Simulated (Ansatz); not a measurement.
# K2S: what the fields show

```
CELL_PARAMETERS angstrom
3.72164 -3.72164 0.00000
3.72164 3.72164 0.00000
0.00000 0.00000 7.38404
ATOMIC_POSITIONS crystal
K 0.50000 0.00000 0.75000
K 0.00000 0.50000 0.25000
K 0.50000 0.00000 0.25000
K 0.00000 0.50000 0.75000
S 0.50000 0.50000 0.50000
S 0.00000 0.00000 0.00000
```

Space group I4/mmm; changed on purpose from its base cell (in-plane strain +0.005, out-of-plane length and atoms relaxed by PAW).

Level of theory: DFT, r2SCAN, PAW with Ansatz's default frozen-core files, scalar-relativistic; relaxation of cell and atoms (Ansatz).

The density is the valence pseudo-density of a PAW calculation; it isn't the true density close to the nuclei.

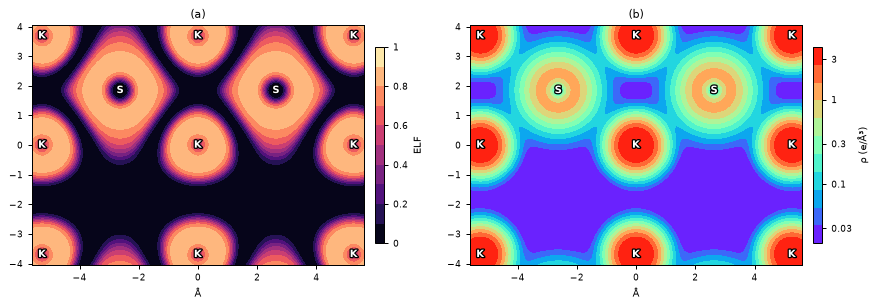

Figure 1. (a) electron localisation function; (b) valence pseudo-density on the (010) plane of the conventional cell.

> Interpret the plot.

The section cuts through K and S sites. K–S (3.21 Å): ρ is about 0.11 e/Å³ halfway, with its minimum of 0.09 e/Å³ about 1.4 Å from K; the ELF peaks at about 0.85 in the valence shell of S, 0.9 Å from its nucleus, and drops to about 0.05 between the two atoms: an ionic contact with no shared pair. Between the atoms the lowest density in this plane is 0.003 e/Å³. The features right at K lie inside the PAW spheres, where the map follows smoothed inner orbitals and isn't to be read closely.

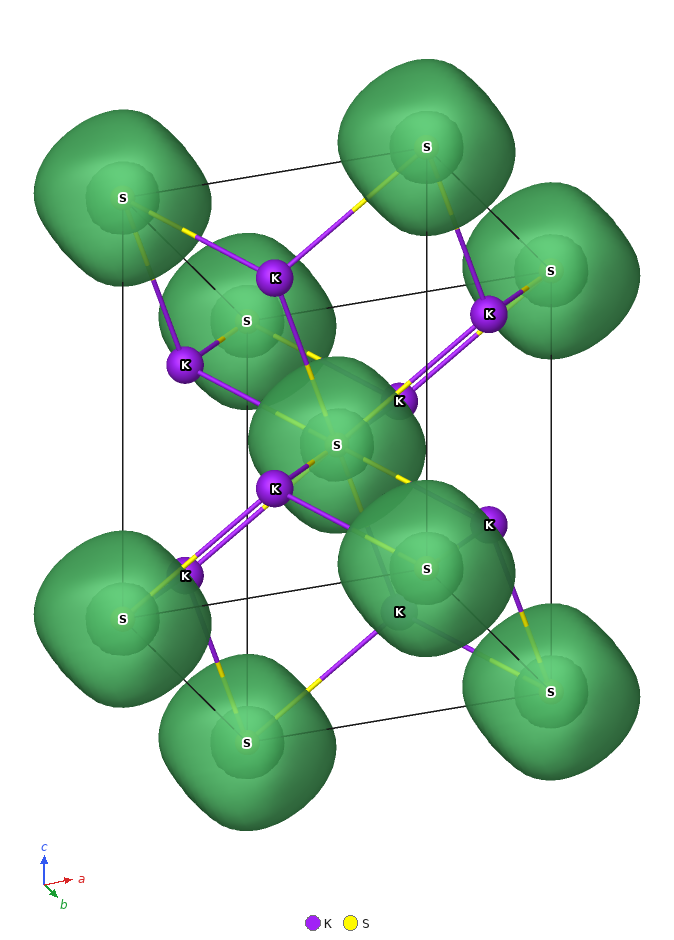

Figure 2. Isosurface of the electron localisation function at 0.75 (green), seen at an oblique angle. Only the valence region is drawn (cores and ρ < 0.01 e/Å³ removed). Sticks mark near contacts.

> Where are the electrons localised?

The ELF exceeds this value in two regions wrapped around S (the valence shell of each), counted in one cell of 6 atoms. Regions shared between cells count once.

> Does the calculation make it a metal, or give it a gap?

It is gapped, with a Kohn–Sham gap of 2.7 eV on the k-point mesh, an upper bound to the gap of this method.
